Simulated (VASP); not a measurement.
## Geometry relaxation of C (part 3 of 3)

C (4 atoms in the cell); Kohn-Sham DFT of a periodic cell, LDA, VASP PAW LDA potentials, recommended, no spin polarisation (VASP 6.6.1); cutoff 520 eV, 15×15×6 k-mesh, Gaussian smearing of 0.02 eV. The structure derives from an entry of the Crystallography Open Database.

Geometry of the input (Å; fractional positions):
```
2.4560  0.0000  0.0000
-1.2280  2.1270  0.0000
0.0000  0.0000  6.6960
C  0.0000  0.0000  0.7500
C  0.0000  0.0000  0.2500
C  0.3333  0.6667  0.7500
C  0.6667  0.3333  0.2500
```

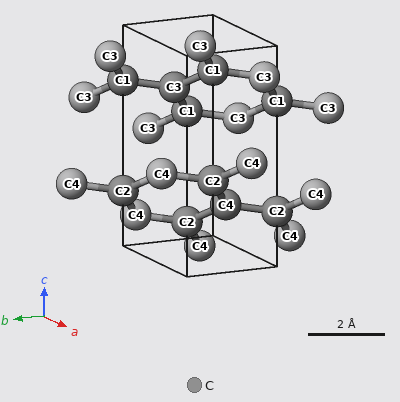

Fig. 1: The geometry at step 7 of the log (ball-and-stick view of the cell of the calculation, seen at an oblique angle; neighbours outside the cell are drawn fainter; atoms are numbered from 1 in the order of the input).

## Parts of OUTCAR, continued
```
 POSITION                                       TOTAL-FORCE (eV/Angst)
 -----------------------------------------------------------------------------------
      0.00000     -0.00000      4.95983        -0.000000      0.000000     -0.000000
      0.00000     -0.00000      1.65328        -0.000000     -0.000000     -0.000000
     -0.00000      1.41283      4.95983         0.000000     -0.000000     -0.000000
      1.22354      0.70641      1.65328        -0.000000      0.000000      0.000000
 -----------------------------------------------------------------------------------
    total drift:                               -0.000000      0.000000     -0.000000

  FREE ENERGIE OF THE ION-ELECTRON SYSTEM (eV)
  ---------------------------------------------------
  free  energy   TOTEN  =       -40.4453220429 eV

  energy  without entropy=      -40.4451685346  energy(sigma->0) =      -40.44524529

--------------------------------------- Ionic step       13  -------------------------------------------

 number of electron      15.9999994 magnetization

------------------------ aborting loop because EDIFF is reached ----------------------------------------

  FORCE on cell =-STRESS in cart. coord.  units (eV):
  Direction    XX          YY          ZZ          XY          YZ          ZX
  --------------------------------------------------------------------------------------
  -------------------------------------------------------------------------------------
  Total       -0.2218129     -0.2218129      0.0005258     -0.0000000     -0.0000000      0.0000000
  in kB      -10.3464632    -10.3464632      0.0245240     -0.0000000     -0.0000000      0.0000000
  external PRESSURE =      -6.8894675 kB  Pullay stress =       0.0000000 kB

 VOLUME and BASIS-vectors are now :
 -----------------------------------------------------------------------------
  energy-cutoff  :      520.00
  volume of cell :       34.35
      direct lattice vectors                 reciprocal lattice vectors
     2.449228711 -0.000000000  0.000000000     0.408291800  0.235727381  0.000000000
    -1.224614355  2.121094282 -0.000000000     0.000000000  0.471454762  0.000000000
     0.000000000 -0.000000000  6.611746318     0.000000000  0.000000000  0.151245972

 POSITION                                       TOTAL-FORCE (eV/Angst)
 -----------------------------------------------------------------------------------
      0.00000     -0.00000      4.95881         0.000000      0.000000      0.000000
     -1.22461      2.12109      1.65294        -0.000000     -0.000000     -0.000000
     -0.00000      1.41406      4.95881         0.000000     -0.000000     -0.000000
      1.22461      0.70703      1.65294        -0.000000      0.000000      0.000000
 -----------------------------------------------------------------------------------
    total drift:                               -0.000000      0.000000     -0.000000

  FREE ENERGIE OF THE ION-ELECTRON SYSTEM (eV)
  ---------------------------------------------------
  free  energy   TOTEN  =       -40.4451477642 eV

  energy  without entropy=      -40.4449947929  energy(sigma->0) =      -40.44507128

--------------------------------------- Ionic step       14  -------------------------------------------

 number of electron      15.9999994 magnetization

 Free energy of the ion-electron system (eV)
  ---------------------------------------------------
  ext. energy  EPLUGINS =         0.00000000
  ---------------------------------------------------
  free energy    TOTEN  =       -40.44532387 eV

  energy without entropy =      -40.44517039  energy(sigma->0) =      -40.44524713

 E-fermi :   4.8002     XC(G=0): -10.8925     alpha+bet :-11.8875

 val. band max:        4.7978955233   @ k =   0.3333   0.3333   0.5000
 cond. band min:       4.8115974225   @ k =   0.3333   0.3333   0.3333
 fundamental gap:      0.0137018992
 Fermi energy:         4.8001590801

 k-point     1 :       0.0000    0.0000    0.0000
  band No.  band energies     occupation
      1     -14.8054      2.00000
      2     -14.4502      2.00000
      3      -3.9782      2.00000
      4      -1.7809      2.00000
      5       1.8197      2.00000
      6       1.8197      2.00000
      7       1.8405      2.00000
      8       1.8405      2.00000
      9       8.7503      0.00000
     10      13.2355      0.00000
     11      13.2355      0.00000
     12      13.2947      0.00000

 k-point     2 :       0.0667    0.0000    0.0000
  band No.  band energies     occupation
      1     -14.6983      2.00000
      2     -14.3455      2.00000
      3      -3.8465      2.00000
      4      -1.6582      2.00000
      5       1.3968      2.00000
      6       1.4295      2.00000
      7       1.5886      2.00000
      8       1.6176      2.00000
      9       8.8788      0.00000
     10      13.2786      0.00000
     11      13.3605      0.00000
     12      13.6941      0.00000

 k-point     3 :       0.1333    0.0000    0.0000
  band No.  band energies     occupation
      1     -14.3780      2.00000
      2     -14.0322      2.00000
      3      -3.4532      2.00000
      4      -1.2931      2.00000
      5       0.2709      2.00000
      6       0.3293      2.00000
      7       1.0080      2.00000
      8       1.0492      2.00000
      9       9.2659      0.00000
     10      13.2881      0.00000
     11      13.4413      0.00000
     12      14.8582      0.00000

 k-point     4 :       0.2000   -0.0000    0.0000
  band No.  band energies     occupation
      1     -13.8468      2.00000
      2     -13.5125      2.00000
      3      -2.8036      2.00000
      4      -1.2801      2.00000
      5      -1.1905      2.00000
      6      -0.6944      2.00000
      7       0.2862      2.00000
      8       0.3363      2.00000
      9       9.9119      0.00000
     10      13.1428      0.00000
     11      13.2480      0.00000
     12      13.3966      0.00000

 k-point     5 :       0.2667    0.0000    0.0000
  band No.  band energies     occupation
      1     -13.1088      2.00000
      2     -12.7905      2.00000
      3      -3.0231      2.00000
      4      -2.9002      2.00000
      5      -1.9098      2.00000
      6      -0.4140      2.00000
      7      -0.3580      2.00000
      8       0.1179      2.00000
      9      10.8107      0.00000
     10      11.3220      0.00000
     11      12.1073      0.00000
     12      12.8927      0.00000

 [... the levels of 18 k-points are left out ...]

 k-point    24 :       0.4000    0.2000    0.0000
  band No.  band energies     occupation
      1      -8.7265      2.00000
      2      -8.6040      2.00000
      3      -7.8696      2.00000
      4      -7.7879      2.00000
      5      -4.1066      2.00000
      6      -3.9840      2.00000
      7       2.8258      2.00000
      8       3.5569      2.00000
      9       6.1735      0.00000
     10       6.3328      0.00000
     11      15.5072      0.00000
     12      16.3012      0.00000

 [... further k-points ...]

------------------------ aborting loop because EDIFF is reached ----------------------------------------

  FORCE on cell =-STRESS in cart. coord.  units (eV):
  Direction    XX          YY          ZZ          XY          YZ          ZX
  --------------------------------------------------------------------------------------
  -------------------------------------------------------------------------------------
  Total        0.0000531      0.0000531     -0.0006754      0.0000000     -0.0000000      0.0000000
  in kB        0.0024782      0.0024782     -0.0315473      0.0000000     -0.0000000      0.0000000
  external PRESSURE =      -0.0088636 kB  Pullay stress =       0.0000000 kB

 VOLUME and BASIS-vectors are now :
 -----------------------------------------------------------------------------
  energy-cutoff  :      520.00
  volume of cell :       34.30
      direct lattice vectors                 reciprocal lattice vectors
     2.447282690 -0.000000000  0.000000000     0.408616464  0.235914826  0.000000000
    -1.223641345  2.119408978 -0.000000000     0.000000000  0.471829652  0.000000000
     0.000000000 -0.000000000  6.612986491     0.000000000  0.000000000  0.151217608

 POSITION                                       TOTAL-FORCE (eV/Angst)
 -----------------------------------------------------------------------------------
      0.00000     -0.00000      4.95974        -0.000000     -0.000000     -0.000000
      0.00000     -0.00000      1.65325         0.000000     -0.000000      0.000000
     -0.00000      1.41294      4.95974        -0.000000      0.000000     -0.000000
      1.22364      0.70647      1.65325         0.000000      0.000000      0.000000
 -----------------------------------------------------------------------------------
    total drift:                               -0.000000      0.000000     -0.000000

  FREE ENERGIE OF THE ION-ELECTRON SYSTEM (eV)
  ---------------------------------------------------
  free  energy   TOTEN  =       -40.4453238657 eV

  energy  without entropy=      -40.4451703932  energy(sigma->0) =      -40.44524713

 reached required accuracy - stopping structural energy minimisation
```

## CONTCAR
```
C
   1.00000000000000
     2.4472826900738092   -0.0000000000000000    0.0000000000000000
    -1.2236413450369046    2.1194089781693521   -0.0000000000000000
     0.0000000000000000   -0.0000000000000000    6.6129864907149596
  C
     4
Direct
     0.0000000000000000    0.0000000000000000    0.7500000000000000
     0.0000000000000000    0.0000000000000000    0.2500000000000000
     0.3333333300000021    0.6666666699999979    0.7500000000000000
     0.6666666699999979    0.3333333300000021    0.2500000000000000

  0.00000000E+00  0.00000000E+00  0.00000000E+00
  0.00000000E+00  0.00000000E+00  0.00000000E+00
  0.00000000E+00  0.00000000E+00  0.00000000E+00
  0.00000000E+00  0.00000000E+00  0.00000000E+00
```

## Trajectory as extended XYZ (Å, eV, eV/Å), 14 frames, from step=0 to step=13
```
4
Lattice="2.4560 0.0000 0.0000 -1.2280 2.1270 0.0000 0.0000 0.0000 6.6960" Properties=species:S:1:pos:R:3:forces:R:3 step=0 energy=-40.44139
C     0.0000    0.0000    5.0220    0.0000   0.0000   0.0000
C     0.0000    0.0000    1.6740    0.0000   0.0000   0.0000
C     0.0000    1.4180    5.0220    0.0000   0.0000   0.0000
C     1.2280    0.7090    1.6740    0.0000   0.0000   0.0000
4
Lattice="2.4272 -0.0000 0.0000 -1.2136 2.1020 -0.0000 0.0000 -0.0000 6.6905" Properties=species:S:1:pos:R:3:forces:R:3 step=1 energy=-40.42560
C     2.4272    0.0000    5.0179    0.0000   0.0000   0.0000
C    -1.2136    2.1020    1.6726    0.0000   0.0000   0.0000
C     0.0000    1.4014    5.0179    0.0000   0.0000   0.0000
C     1.2136    0.7007    1.6726    0.0000   0.0000   0.0000
4
Lattice="2.4474 -0.0000 0.0000 -1.2237 2.1195 -0.0000 0.0000 -0.0000 6.6944" Properties=species:S:1:pos:R:3:forces:R:3 step=2 energy=-40.44484
C     0.0000    0.0000    5.0208    0.0000   0.0000   0.0000
C     0.0000    0.0000    1.6736    0.0000   0.0000   0.0000
C     0.0000    1.4130    5.0208    0.0000   0.0000   0.0000
C     1.2237    0.7065    1.6736    0.0000   0.0000   0.0000
4
Lattice="2.4473 -0.0000 0.0000 -1.2236 2.1194 -0.0000 0.0000 -0.0000 6.6943" Properties=species:S:1:pos:R:3:forces:R:3 step=3 energy=-40.44484
C     2.4473    0.0000    5.0207    0.0000   0.0000   0.0000
C    -1.2236    2.1194    1.6736    0.0000   0.0000   0.0000
C     0.0000    1.4129    5.0207    0.0000   0.0000   0.0000
C     1.2236    0.7065    1.6736    0.0000   0.0000   0.0000
4
Lattice="2.4472 -0.0000 0.0000 -1.2236 2.1194 -0.0000 -0.0000 -0.0000 6.6890" Properties=species:S:1:pos:R:3:forces:R:3 step=4 energy=-40.44489
C     0.0000    0.0000    5.0167    0.0000   0.0000   0.0000
C     2.4472    0.0000    1.6722    0.0000   0.0000   0.0000
C     0.0000    1.4129    5.0167    0.0000   0.0000   0.0000
C     1.2236    0.7065    1.6722    0.0000   0.0000   0.0000
4
Lattice="2.4472 -0.0000 0.0000 -1.2236 2.1193 -0.0000 -0.0000 -0.0000 6.6729" Properties=species:S:1:pos:R:3:forces:R:3 step=5 energy=-40.44505
C     0.0000    0.0000    5.0047    0.0000   0.0000   0.0000
C    -1.2236    2.1193    1.6682    0.0000   0.0000   0.0000
C     0.0000    1.4129    5.0047    0.0000   0.0000   0.0000
C     1.2236    0.7064    1.6682    0.0000   0.0000   0.0000
4
Lattice="2.4471 -0.0000 0.0000 -1.2236 2.1193 -0.0000 -0.0000 -0.0000 6.6407" Properties=species:S:1:pos:R:3:forces:R:3 step=6 energy=-40.44526
C     0.0000    0.0000    4.9805    0.0000   0.0000   0.0000
C     2.4471    0.0000    1.6602    0.0000   0.0000   0.0000
C     0.0000    1.4129    4.9805    0.0000   0.0000   0.0000
C     1.2236    0.7064    1.6602    0.0000   0.0000   0.0000
4
Lattice="2.4470 -0.0000 0.0000 -1.2235 2.1192 -0.0000 -0.0000 -0.0000 6.5764" Properties=species:S:1:pos:R:3:forces:R:3 step=7 energy=-40.44523
C     0.0000    0.0000    4.9323    0.0000   0.0000   0.0000
C    -1.2235    2.1192    1.6441    0.0000   0.0000   0.0000
C     0.0000    1.4128    4.9323    0.0000   0.0000   0.0000
C     1.2235    0.7064    1.6441    0.0000   0.0000   0.0000
4
Lattice="2.4471 -0.0000 0.0000 -1.2235 2.1192 -0.0000 -0.0000 -0.0000 6.6102" Properties=species:S:1:pos:R:3:forces:R:3 step=8 energy=-40.44532
C     0.0000    0.0000    4.9576    0.0000   0.0000   0.0000
C     0.0000    0.0000    1.6525    0.0000   0.0000   0.0000
C     0.0000    1.4128    4.9576    0.0000   0.0000   0.0000
C     1.2235    0.7064    1.6525    0.0000   0.0000   0.0000
4
Lattice="2.4471 -0.0000 0.0000 -1.2235 2.1192 -0.0000 -0.0000 -0.0000 6.6177" Properties=species:S:1:pos:R:3:forces:R:3 step=9 energy=-40.44532
C     0.0000    0.0000    4.9633    0.0000   0.0000   0.0000
C     0.0000    0.0000    1.6544    0.0000   0.0000   0.0000
C     0.0000    1.4128    4.9633    0.0000   0.0000   0.0000
C     1.2235    0.7064    1.6544    0.0000   0.0000   0.0000
4
Lattice="2.4471 -0.0000 0.0000 -1.2235 2.1192 -0.0000 -0.0000 -0.0000 6.6160" Properties=species:S:1:pos:R:3:forces:R:3 step=10 energy=-40.44532
C     0.0000    0.0000    4.9620    0.0000   0.0000   0.0000
C     0.0000    0.0000    1.6540    0.0000   0.0000   0.0000
C     0.0000    1.4128    4.9620    0.0000   0.0000   0.0000
C     1.2235    0.7064    1.6540    0.0000   0.0000   0.0000
4
Lattice="2.4471 -0.0000 0.0000 -1.2235 2.1192 -0.0000 -0.0000 -0.0000 6.6131" Properties=species:S:1:pos:R:3:forces:R:3 step=11 energy=-40.44532
C     0.0000    0.0000    4.9598    0.0000   0.0000   0.0000
C     0.0000    0.0000    1.6533    0.0000   0.0000   0.0000
C     0.0000    1.4128    4.9598    0.0000   0.0000   0.0000
C     1.2235    0.7064    1.6533    0.0000   0.0000   0.0000
4
Lattice="2.4492 -0.0000 0.0000 -1.2246 2.1211 -0.0000 0.0000 -0.0000 6.6117" Properties=species:S:1:pos:R:3:forces:R:3 step=12 energy=-40.44515
C     0.0000    0.0000    4.9588    0.0000   0.0000   0.0000
C    -1.2246    2.1211    1.6529    0.0000   0.0000   0.0000
C     0.0000    1.4141    4.9588    0.0000   0.0000   0.0000
C     1.2246    0.7070    1.6529    0.0000   0.0000   0.0000
4
Lattice="2.4473 -0.0000 0.0000 -1.2236 2.1194 -0.0000 0.0000 -0.0000 6.6130" Properties=species:S:1:pos:R:3:forces:R:3 step=13 energy=-40.44532
C     0.0000    0.0000    4.9597    0.0000   0.0000   0.0000
C     0.0000    0.0000    1.6532    0.0000   0.0000   0.0000
C     0.0000    1.4129    4.9597    0.0000   0.0000   0.0000
C     1.2236    0.7065    1.6532    0.0000   0.0000   0.0000
```

## Results in brief

| quantity | value |
| --- | --- |
| outcome | converged |
| space group (tolerance 0.01 Å) | P6₃/mmc (194) |
| electrons treated | 16 |
| free energy | −40.4453 eV |
| gap on the k-point mesh | none (metallic) |
| pressure | 0.00 GPa |
| final volume | 34.30 Å³ |
| largest force (length of the vector) at the end | under 0.001 eV/Å |
| final cell | a = 2.447 Å, b = 2.447 Å, c = 6.613 Å, α = 90.00°, β = 90.00°, γ = 120.00° |
| hardware | 1 thread of Intel Xeon (Sapphire Rapids), 360 GiB of memory available, shared host |
| wall time | 3 min |
| peak memory | 0.16 GiB |
